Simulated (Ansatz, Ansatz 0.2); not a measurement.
# The $^{23}$Na quadrupolar coupling of cubic Na$_3$OBr from PBEsol, r2SCAN and HSE06 field gradients

## The question

The measured quantity is the size of the $^{23}$Na quadrupolar coupling constant in the antiperovskite Na$_3$OBr, 11.9 MHz, from static WURST-echo NMR at room temperature on a powder that had been ball milled and heated ("On the Origin of the Non‐Arrhenius Na‐ion Conductivity in Na3OBr", 2023, PMC10952800). All sodium atoms of the ideal cubic structure are equivalent. Each sits between two oxygen neighbours on a line, with four bromine neighbours in the plane across it, so the field-gradient tensor is axial and the coupling constant alone fixes its size. The NMR value carries no sign, and the comparison is therefore one of magnitudes.

| compared with | measured | T (K) | method |
| --- | --- | --- | --- |
| size of the quadrupolar coupling constant eQVzz/h of 23Na at site Na (MHz) | 11.9 | room temperature | static 23Na WURST-echo NMR |

Conditions are those given with the value in the passage it was taken from; "not stated" means there, and the paper may say more elsewhere.

## How to go about it

I want the coupling constant within 10 % of experiment, which is about 1.2 MHz. The quadrupole moment of $^{23}$Na contributes only about a per cent to the doubt, but PAW data for sodium can shift a gradient by much more, and my atoms are static while the real ones vibrate, probably with large anharmonic amplitudes. Ten per cent is strict enough to test the calculation and still leaves some room for these effects.

The model is the ordered five-atom cell. Symmetry fixes every atomic position, so the geometry enters through the cell edge alone. For a point-charge lattice the gradient goes as $a^{-3}$, and one per cent in the edge costs about three per cent in the coupling. I therefore relax the cell with PBEsol, which usually gives good edges for ionic solids, and take the gradient with the same functional. I skip LDA because it tends to make such cells too small and so to raise the gradient. A hybrid is not my first choice for a closed-shell, wide-gap salt, where the semilocal density should serve. After that come tests of plane-wave cutoff and $k$ mesh, and one neighbouring functional for scale.

System: Na3BrO (cubic antiperovskite), Pm-3m; Pm-3m (no. 221), 5 atoms in the primitive cell, conventional a, b, c = 4.533, 4.533, 4.533 A; cell of a computed database; structure from the Materials Project.

## 1. PBEsol cell and field gradient

The starting edge comes from a computed database and is no measurement, so I relax it first and calculate the gradient at the PBEsol minimum. I expect a coupling within the target, with the sodium PAW data as the largest risk.

**Run 1.** Ansatz 0.2: relaxation with PBEsol: atoms and cell relaxed, 4x4x4 k mesh, PAW set soft_2.

Key lines of the input:
```
# cell (primitive): 4.5331 4.5331 4.5331 A, 90.00 90.00 90.00 deg
# sites: Na 0.0000 0.5000 0.5000; Br 0.0000 0.0000 0.0000; O 0.5000 0.5000 0.5000
kpoints:
  mp_grid: { grid: [4, 4, 4] }
scf:
  occupations: { method: fixed }
hamiltonian:
  xc: pbesol
relax:
  f_tol: 0.01
  max_steps: 90
  cell: {}
output:
  forces: true
```

Command:
```
ansatz run input.yaml --threads 4 --pin off --max-ram 24576MiB --backend cpu --events-out ev --progress --plain --runs-dir out
```

Converged; 1.6 s on 4 cores of Arm Neoverse V1, shared host.

**Run 2.** Ansatz 0.2: PAW field gradients, PBEsol, atoms and cell relaxed with PBEsol, 4x4x4 k mesh, 420 eV, PAW set soft_2.

Key lines of the input:
```
# cell (primitive): 4.5421 4.5421 4.5421 A, 90.00 90.00 90.00 deg
# sites: Na 0.0000 0.5000 0.5000; Br 0.0000 0.0000 0.0000; O 0.5000 0.5000 0.5000
kpoints:
  mp_grid: { grid: [4, 4, 4] }
scf:
  occupations: { method: fixed }
hamiltonian:
  xc: pbesol
output:
  efg: { quadrupole_moments_barn: { Na: 0.104, Br: 0.2579, O: -0.02558 } }
```

Selected lines of the output:
```
atom 1 Na V_zz = -4.054243 η = 0.0000 by run symmetry: allowed C_q = -10.1952 MHz
```

Converged; 0.8 s of wall time.

| quantity | run 1 | run 2 | measured |
| --- | --- | --- | --- |
| size of the quadrupolar coupling constant eQVzz/h of 23Na at site Na (MHz) | – | 10.20 | 11.9 |
| edge a of the conventional cell that the run used (Å) | 4.542 | 4.542 |  |

PBEsol gives 10.20 MHz against the measured 11.9, which is 1.7 MHz or about 14 % too low and outside the target. The asymmetry is zero, as the site symmetry demands. The relaxation lengthened the edge by only 0.009 Å from the database value. On the $a^{-3}$ estimate the cell would have to be about five per cent shorter to close the gap, far more than I would expect PBEsol to be wrong by in an ionic solid. The cell edge is therefore an unlikely main cause.

## 2. Cutoff and mesh at a fixed cell

Before I doubt the functional I want the numerical settings tested. I hold the cell at the database edge and compare the same PBEsol gradient with a much higher cutoff and, separately, with a denser $k$ mesh. The mesh should matter little in a wide-gap insulator. The cutoff is the more serious suspect, since the gradient depends on the shape of the density close to the sodium nucleus. The reference run of this set also shows directly what the small change of cell does.

**Run 3.** Ansatz 0.2: PAW field gradients, PBEsol, database structure, 4x4x4 k mesh, 420 eV, PAW set soft_2.

Key lines of the input, as changed from run 2:
```diff
- # cell (primitive): 4.5421 4.5421 4.5421 A, 90.00 90.00 90.00 deg
+ # cell (primitive): 4.5331 4.5331 4.5331 A, 90.00 90.00 90.00 deg
```

Selected lines of the output:
```
atom 1 Na V_zz = -4.090609 η = 0.0000 by run symmetry: allowed C_q = -10.2867 MHz
```

Converged; 0.8 s of wall time.

**Run 4.** Ansatz 0.2: PAW field gradients, PBEsol, database structure, 4x4x4 k mesh, 900 eV, PAW set soft_2.

Key lines of the input, as changed from run 3:
```diff
+ basis:
+   ecutwfc: 900
```

Selected lines of the output:
```
atom 1 Na V_zz = -4.085243 η = 0.0000 by run symmetry: allowed C_q = -10.2732 MHz
```

Converged; 1.1 s of wall time.

**Run 5.** Ansatz 0.2: PAW field gradients, PBEsol, database structure, 7x7x7 k mesh, 420 eV, PAW set soft_2.

Key lines of the input, as changed from run 3:
```diff
  kpoints:
-   mp_grid: { grid: [4, 4, 4] }
+   mp_grid: { grid: [7, 7, 7] }
```

Selected lines of the output:
```
atom 1 Na V_zz = -4.088064 η = 0.0000 by run symmetry: allowed C_q = -10.2803 MHz
```

Converged; 0.9 s of wall time.

| quantity | run 3 | run 4 | run 5 | measured |
| --- | --- | --- | --- | --- |
| size of the quadrupolar coupling constant eQVzz/h of 23Na at site Na (MHz) | 10.29 | 10.27 | 10.28 | 11.9 |
| edge a of the conventional cell that the run used (Å) | 4.533 | 4.533 | 4.533 |  |

Neither setting explains the miss. Going to 900 eV lowers the coupling by 0.013 MHz and the denser mesh lowers it by 0.006 MHz, against a gap of about 1.6 MHz at this cell. My suspicion of the cutoff was misplaced.

The cell matters more than I had assumed. Between the relaxed and the database edge the coupling changes by about 0.9 % for 0.2 % in length, steeper than the point-charge law. If that slope held, full agreement would need an edge three to four per cent shorter, but about one per cent would already reach the border of the target. The cell remains an unlikely cause of the whole miss. It could account for part of it only if the real cell were shorter than the PBEsol one, which is not examined here.

## 3. Meta-GGA and hybrid at the same cell

The miss makes me take up the hybrid I had passed over. I run HSE06 and r2SCAN at the database edge, so that the comparison with PBEsol is free of any change of cell. Both may alter the polarisation of the sodium shell and of the anions around it; I expect shifts of a few per cent, and I do not trust myself to predict that they close the gap. The hybrid runs on a 3×3×3 mesh, so I add a PBEsol run on a still coarser one to see how much such sampling can matter here.

**Run 6.** Ansatz 0.2: PAW field gradients, r2SCAN, database structure, 4x4x4 k mesh, 500 eV, PAW set soft_2.

Key lines of the input, as changed from run 3:
```diff
  hamiltonian:
-   xc: pbesol
+   xc: r2scan
```

Selected lines of the output:
```
atom 1 Na V_zz = -4.484736 η = 0.0000 by run symmetry: allowed C_q = -11.2778 MHz
```

Converged; 1.4 s of wall time.

**Run 7.** Ansatz 0.2: PAW field gradients, HSE06, database structure, 3x3x3 k mesh, 420 eV, PAW set soft_2.

Key lines of the input, as changed from run 3:
```diff
  kpoints:
-   mp_grid: { grid: [4, 4, 4] }
+   mp_grid: { grid: [3, 3, 3] }
  hamiltonian:
-   xc: pbesol
+   xc: hse06
```

Selected lines of the output:
```
atom 1 Na V_zz = -4.412022 η = 0.0000 by run symmetry: allowed C_q = -11.0950 MHz
```

Converged; 3.5 s of wall time.

**Run 8.** Ansatz 0.2: PAW field gradients, PBEsol, database structure, 2x2x2 k mesh, 420 eV, PAW set soft_2.

Key lines of the input, as changed from run 3:
```diff
  kpoints:
-   mp_grid: { grid: [4, 4, 4] }
+   mp_grid: { grid: [2, 2, 2] }
```

Selected lines of the output:
```
atom 1 Na V_zz = -4.237845 η = 0.0000 by run symmetry: allowed C_q = -10.6569 MHz
```

Converged; 0.7 s of wall time.

| quantity | run 6 | run 7 | run 8 | measured |
| --- | --- | --- | --- | --- |
| size of the quadrupolar coupling constant eQVzz/h of 23Na at site Na (MHz) | 11.28 | 11.10 | 10.66 | 11.9 |
| edge a of the conventional cell that the run used (Å) | 4.533 | 4.533 | 4.533 |  |

Both functionals raise the coupling by more than the few per cent I had expected. At the same cell r2SCAN lies about 10 % above PBEsol and HSE06 about 8 %. With 11.28 and 11.10 MHz they fall short of experiment by about 5 and 7 %, inside the target where PBEsol is outside.

The 2×2×2 mesh puts the PBEsol value 0.37 MHz above the 4×4×4 one, so coarse sampling is not harmless here. The 3×3×3 mesh of the hybrid was not tested in itself, and HSE06 clears the lower limit of the target by only about 0.4 MHz. I therefore take its value as support for the upward shift and do not rank it against r2SCAN, which ran on the 4×4×4 mesh.

The r2SCAN result holds for the database edge. I have not relaxed the cell with that functional, nor tested its cutoff and mesh separately.

## 4. The r2SCAN cell edge

The r2SCAN coupling was calculated at the database edge, and the PBEsol pair showed that the gradient responds noticeably to the cell. I therefore relax the cell with r2SCAN to see how far its own minimum lies from that edge. I expect a difference well below one per cent. The relaxation tests the choice of cell only.

**Run 9.** Ansatz 0.2: relaxation with r2SCAN: atoms and cell relaxed, 4x4x4 k mesh, PAW set soft_2.

Key lines of the input, as changed from run 1:
```diff
  hamiltonian:
-   xc: pbesol
+   xc: r2scan
```

Converged; 3.3 s of wall time.

| quantity | run 9 |
| --- | --- |
| edge a of the conventional cell that the run used (Å) | 4.535 |

The r2SCAN minimum lies at 4.535 Å, only about 0.002 Å above the database edge. For PBEsol a change of 0.009 Å moved the coupling by 0.09 MHz, while the r2SCAN value stands almost 0.6 MHz inside the lower limit of the target. Even a considerably stronger response to the cell would not carry it out, so the choice between these two edges does not decide the r2SCAN result. Both edges are computed, and their closeness says nothing about the distance to the real cell at room temperature.

## The runs side by side

| run | settings | size of the quadrupolar coupling constant eQVzz/h of 23Na at site Na (MHz) | deviation | cost |
| --- | --- | --- | --- | --- |
| 1 | relaxation with PBEsol: atoms and cell relaxed, 4x4x4 k mesh | – |  | under 1 core-min |
| 2 | PAW field gradients, PBEsol, atoms and cell relaxed with PBEsol, 4x4x4 k mesh, 420 eV | 10.20 | −1.71 (−14.3 %) | under 1 core-min |
| 3 | PAW field gradients, PBEsol, database structure, 4x4x4 k mesh, 420 eV | 10.29 | −1.61 (−13.6 %) | under 1 core-min |
| 4 | PAW field gradients, PBEsol, database structure, 4x4x4 k mesh, 900 eV | 10.27 | −1.63 (−13.7 %) | under 1 core-min |
| 5 | PAW field gradients, PBEsol, database structure, 7x7x7 k mesh, 420 eV | 10.28 | −1.62 (−13.6 %) | under 1 core-min |
| 6 | PAW field gradients, r2SCAN, database structure, 4x4x4 k mesh, 500 eV | 11.28 | −0.62 (−5.2 %) | under 1 core-min |
| 7 | PAW field gradients, HSE06, database structure, 3x3x3 k mesh, 420 eV | 11.10 | −0.80 (−6.8 %) | under 1 core-min |
| 8 | PAW field gradients, PBEsol, database structure, 2x2x2 k mesh, 420 eV | 10.66 | −1.24 (−10.4 %) | under 1 core-min |
| 9 | relaxation with r2SCAN: atoms and cell relaxed, 4x4x4 k mesh | – |  | under 1 core-min |
|  | measured | 11.9 |  |  |

The runs in order, against the measurement:

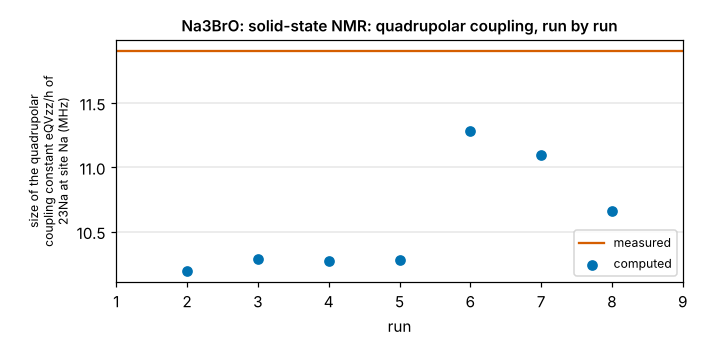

## What the runs support

The PBEsol calculation I had committed to misses the target: at its own relaxed cell it gives 10.20 MHz against the measured 11.9, about 14 % too low. r2SCAN at the database edge comes within 10 %, with 11.28 MHz and a deviation of about 5 %, but I turned to it only after seeing the miss. Each run cost less than one core-minute.

The cutoff and mesh tests cleared the PBEsol settings of blame. The change of functional mattered most: r2SCAN raises the coupling by about 1 MHz at the same cell. HSE06 also moves it upwards, but its mesh was not tested and I do not rank it against r2SCAN. Relaxing with r2SCAN hardly changed the edge, so the choice between the two computed cells does not decide that result.

I cannot say whether the better agreement of r2SCAN comes from a better density or from a cancellation. All runs used the same family of PAW data, and for sodium such data can shift a gradient by several per cent or even tens of per cent, in either direction. That is enough to account for the PBEsol miss or to undo the r2SCAN agreement. The quadrupole moment adds only about one per cent. Thermal expansion, absent from my static cells, would lower the calculated coupling and widen the gap. Large anharmonic sodium motion may also affect the measured average; its effect was not examined here. An all-electron calculation at the same cell would be the most useful next test, as it would separate the error of the PAW data from that of the functional.

[Logs are printed without paths, hosts, clocks, repeated set-up lines and the standing remarks that a program may print on its own settings, such as how far it seeks lower states.]

[The runs shown are a pick from a larger set of finished runs; failed, doubtful and other runs were left out of it ahead of writing. So were measured values far from every level or from commonly accepted values, and agreement can look better than it is. Lines of input and output are excerpts and may be shortened.]
